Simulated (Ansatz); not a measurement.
## Single-point calculation, with input and output: Ru (charge +0.5)

The run: single-point calculation of Ru (2 atoms in the cell, total charge +0.5). Method and program: DFT, PBE, plane waves, PAW, no spin polarisation (Ansatz 0.2.0).

The structure derives from a Materials Project entry. Some settings of this run were made unusual or wrong on purpose. Figures and captions count atoms from 1; the log counts them from 0 in places.

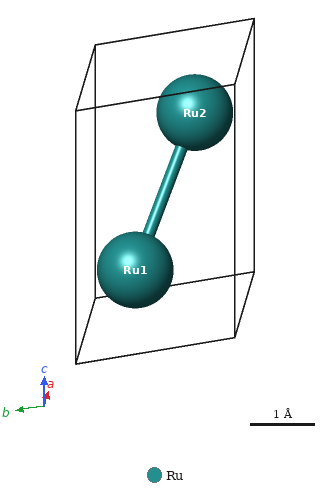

*The input geometry (ball-and-stick view of the cell of the calculation, seen at an oblique angle; atoms are numbered from 1 in the order of the input).*

Near neighbours in the crystal (not all of them lie inside the picture): Ru has 12 Ru at 2.65 to 2.71 Å.

**Input**
```yaml
crystal:
  lattice:
    - [2.7111349566, 0.0, 0.0]
    - [-1.3555674783, 2.3479117455, 0.0]
    - [0.0, 0.0, 4.2845351736]
  atoms:
    - { symbol: Ru, position: [0.3333333333, 0.6666666667, 0.25] }
    - { symbol: Ru, position: [0.6666666667, 0.3333333333, 0.75] }
basis:
  ecutwfc: 420
kpoints:
  mp_grid: { grid: [18, 18, 10] }
hamiltonian:
  xc: pbe
scf:
  occupations: { method: gaussian, width: 0.1 }
  max_iter: 60
output:
  forces: true
  eigenvalues: true
  stress: true
total_charge: 0.5
```

Run on 1 thread of Intel Xeon (Sapphire Rapids), 64 GiB of memory available, shared host.

Command:
```bash
ansatz run input.yaml --threads 1 --pin off --max-ram 2560MiB --backend cpu --events-out ev --progress --plain --runs-dir out
```

**What the program printed**
```
Engine: ansatz 0.2.0, x86_64-unknown-linux-gnu
Pseudopotentials: kind: paw
Pseudopotential: Ru, paw, valence charge 16, recommended cutoff 420 eV (normal), Ru.paw.azcp
Functional definition: PBE
  parameter kappa = 0.804
  parameter beta = 0.06672455060314922
  exchange = pbe_x(kappa = kappa, mu = beta*pi^2/3)
  correlation = pbe_c(beta = beta)
Crystal: 2 atoms, lattice volume = 27.273 Å³
Basis set: ecut = 420 eV, 537 PW (Γ), exchange–correlation on 40×40×60 points (8 copies of the dense FFT grid, shifted against one another)
Bands: 20, of which v1, the nominal top of the filled ones, is band 16 counted from 1 (15 counted from 0)
Symmetry: 24 space group operations
Space group: P63/mmc (ITA 194), of the structure as read, at distance tolerance 3.0e-5 Å
k-points: 222 of 3240
Non-local potential: Ru, projectors of the file, l = 0: 3, l = 1: 2, l = 2: 2, l = 3: 1
PAW form: soft (Blöchl's): semilocal exchange-correlation on the pseudo side does not see the compensation charge
PAW one-centre angular grid: Ru, 590 points (default); XC on 64 Gauss nodes
Initial density: superposition of atomic densities (neutral atoms scaled as one to the charged cell's electrons: chi_scale 0, normalization atom), corrected by the library's trained network
Initial wavefunctions: pseudopotential atomic-orbital guess
Functional: x = pbe(κ = 0.804, μ = 0.2195149727645171), c = pbe(β = 0.06672455060314922)
SCF iter   1: F=—  HF=-11769.197766 eV  |F-HF|=—  |Δ(HF+E_count)|=         —  Δρ=5.40e-2  dr2=6.86e-1  ethr=1.77e-3  ⟨swp⟩=4.9  Hψ=17145  notcnv=0
preconditioner: auto → none  [metal: Δε(μ)=0.018 eV  Ē_g=5.540 eV  σ=0.100 eV  W_gap=0.10  n_scr=8 (ndim 8)  ℏωp=28.0 eV  f_vac=0.000  D(μ)=2.22/eV (n_scr^D=22)  sad-step TF]
SCF iter   2: F=—  HF=-11769.014227 eV  |F-HF|=—  |Δ(HF+E_count)|=   1.84e-1  Δρ=2.28e-2  dr2=1.30e-1  ethr=1.77e-3  ⟨swp⟩=2.8  Hψ=8368  notcnv=0  defer=64
SCF iter   3: F=—  HF=-11768.984535 eV  |F-HF|=—  |Δ(HF+E_count)|=   2.97e-2  Δρ=2.10e-3  dr2=4.53e-4  ethr=4.12e-4  ⟨swp⟩=2.5  Hψ=8655  notcnv=0  defer=64
SCF iter   4: F=—  HF=-11768.985801 eV  |F-HF|=—  |Δ(HF+E_count)|=   1.27e-3  Δρ=3.17e-4  dr2=1.52e-5  ethr=1.44e-6  ⟨swp⟩=2.1  Hψ=6945  notcnv=0  defer=64
SCF iter   5: F=—  HF=-11768.985771 eV  |F-HF|=—  |Δ(HF+E_count)|=   2.97e-5  Δρ=4.01e-5  dr2=3.42e-7  ethr=4.81e-8  ⟨swp⟩=2.2  Hψ=7460  notcnv=0  defer=64
SCF iter   6: F=-11768.985771 eV  HF=-11768.985771 eV  |F-HF|=2.35e-9  |Δ(HF+E_count)|=   9.13e-8  Δρ=5.02e-6  dr2=3.34e-9  ethr=3.17e-10  ⟨swp⟩=5.9  Hψ=17246  notcnv=0
SCF 1 converged in 6 iterations: F = -11768.985771 eV  dr2 = 3.34e-9
  greatest PAW one-centre occupation: 0.997 electrons in one spin orbital (limit 2), on the Ru atom at site 1 (counted from 0), in its partial waves of l = 0
SCF converged after 6 iterations
Free energy (F): -11768.985771 eV
Harris-Foulkes:  -11768.985771 eV  (|F-HF|=2.35e-9)
Internal energy: -11768.977011 eV  (E = F + TS)
E sigma→0 (E₀):  -11768.981391 eV
Entropy (-TS):   -0.008761 eV (-4.380 meV/atom)
Fermi energy:    23.039305 eV
--- Per-component energies (eV) ---
  E_band       = -125.482090
  E_kinetic    = 1013.671367
  E_local      = -2516.784656  (includes V_loc(G=0)·N_el)
  E_nonlocal   = 678.906387
  E_hartree    = 804.032893
  E_xc         = -375.025092
  E_vxc        = -470.470180  (∫ρ·V_xc dr)
  E_paw        = -6918.146175  (= ΣΔE_a)
  E_vpaw       = -438.871729  (= ΣTr[D̂ρ^β])
  E_aug_tail   = -0.000383  (compensation charges beyond the density's cutoff)
  E_ewald      = -4455.631352
  E_smearing   = -0.008761  (= −TS)
  E_closure    = -0.000000  (closes the sum)
  E_deformation_potential = 15.412734  (in the stress; not in F)
  Σ components = -11768.985771   (vs F -11768.985771, Δ=0.00e0)
--- Forces (eV/Å), atoms counted from 1 ---
  atom   1  Ru    -0.00000000     0.00000000     0.00000000
  atom   2  Ru     0.00000000    -0.00000000    -0.00000000
  max |Σ_I F_I| component: 4.63e-18 eV/Å
--- Stress (GPa, compression-positive) ---
       10.262871       0.000000      -0.000000
        0.000000      10.262871      -0.000000
       -0.000000      -0.000000       8.302442
  P = ⅓ Tr σ = 9.6094 GPa (96.094 kbar)
--- Band table (eV; the first three rows and the last of 222) ---
  k-point 0: bands = ["-49.9958", "-49.7970", "-20.4290", "-19.5385", "-19.5385", "-19.3723", "-19.3723", "-19.3195", "15.6187", "17.2646", "20.7487", "20.7487", "20.9319", "21.4090", "21.4090", "21.9135", "21.9135", "24.4465", "24.4465", "24.8715"]
  k-point 1: bands = ["-49.9910", "-49.8019", "-20.4031", "-19.5345", "-19.5345", "-19.3764", "-19.3764", "-19.3480", "15.7304", "17.3034", "20.6796", "20.6796", "20.8776", "21.3439", "21.3439", "22.0688", "22.0688", "24.4520", "24.4520", "24.4812"]
  k-point 2: bands = ["-49.9770", "-49.8162", "-20.3273", "-19.5228", "-19.5228", "-19.4302", "-19.3883", "-19.3883", "16.0523", "17.4088", "20.5588", "20.5588", "20.7338", "21.1742", "21.1742", "22.4398", "22.4398", "23.5366", "24.4403", "24.4403"]
  k-point 221: bands = ["-49.7823", "-49.7823", "-20.2023", "-20.2023", "-19.9504", "-19.9504", "-19.5147", "-19.5147", "18.7226", "18.7226", "19.3389", "19.3389", "20.6741", "20.6741", "22.1382", "22.1382", "24.4871", "24.4871", "31.8219", "31.8219"]
```

**What the run reported**

| quantity | value |
| --- | --- |
| outcome | converged |
| space group (tolerance 0.01 Å) | P6₃/mmc (194) |
| electrons treated | 31.500 |
| free energy | −11768.9858 eV |
| Fermi energy | 23.039 eV |
| gap on the k-point mesh | none (metallic) |
| pressure | 9.61 GPa |
| largest force (length of the vector) | under 0.001 eV/Å |
| wall time | 3.9 s |
| peak memory | 0.43 GiB |

This input holds a deliberate fault: a charge that the system can't hold (`total_charge`). The cell cannot bind or give up so many electrons; the background charge dominates. The run converged all the same; its numbers are those of the faulty input and shouldn't be used.
